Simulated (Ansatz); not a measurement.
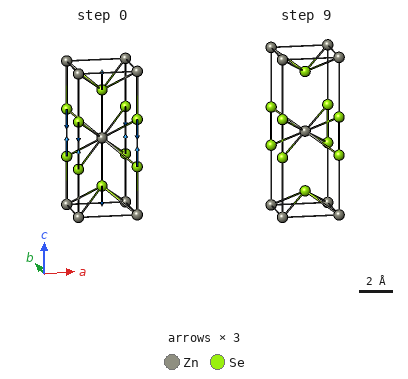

The structure of crystalline ZnSe2 (built on the MoSi2 (C11b)_139 type) (coarse preliminary run) before (left) and after (right) a relaxation, at one scale. The blue arrows give the displacements (the part carried along by the change of the cell is left out), magnified 3 times.

The picture is a ball-and-stick view of the conventional cell (2 times the calculation's cell), seen slightly off an axis. Lengths and directions refer to the drawn axes.

Case: MoSi2 (C11b) type (I4/mmm, No. 139).

Method: Ansatz, DFT r2SCAN, scalar-relativistic, plane waves, PAW. Set-up: plane-wave cutoff 500 eV; k-point mesh 6 × 6 × 6; occupations gaussian; smearing width 0.1 eV; no spin polarisation; cell and atoms relaxed; force threshold 0.04 eV/Å; at most 70 steps.

Describe what moved and what it gained.

Answer. Over 7 accepted moves (9 points after the start) the energy falls by 0.885 eV per cell of the calculation. Largest force component: 1.2 eV/Å at the start, 0.00062 eV/Å at the end. The pressure goes from −5.70 to −0.01 GPa. The line search rejected the trial step at point 2 of the run. At 1 point the geometry stayed and the basis and grid were re-selected for the new cell (energy shift of 0.5 meV per cell of the calculation at most each time). The largest moves relative to the cell, 0.44 Å, are those of Se atoms. Zn stays in place. The drawn cell changes as follows: a = b 3.730 → 3.591 Å (−3.7 %), c 9.150 → 10.049 Å (+9.8 %); the volume changes by +1.8 %. Some distances before and after: Se–Zn 3.065 → 3.809 Å, Se–Se 3.020 → 2.431 Å, Se–Se 3.062 → 3.630 Å, Se–Zn 3.039 → 2.815 Å. The space group stays I4/mmm (No. 139).
